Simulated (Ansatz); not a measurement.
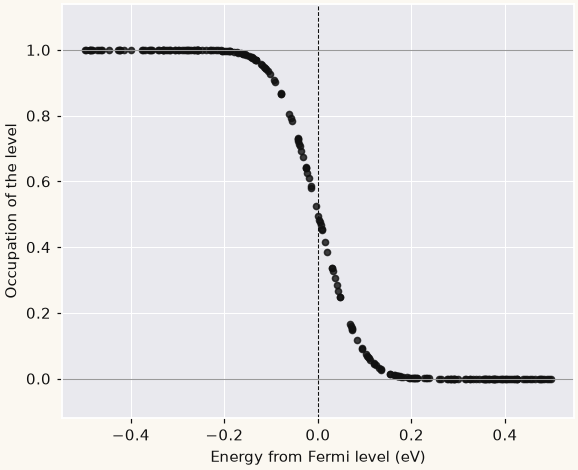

Occupations of the one-electron levels of the k mesh against their energy, from a run on AlFe, space group Pm-3m, 2 atoms in the cell, with Ansatz.

Question: Name the smearing function and its width.

Answer: Gaussian smearing with a width of 0.1 eV. The occupations stay between 0 and 1 and die off fast, as an error function; the slope at the Fermi level is 1/(√π × width).
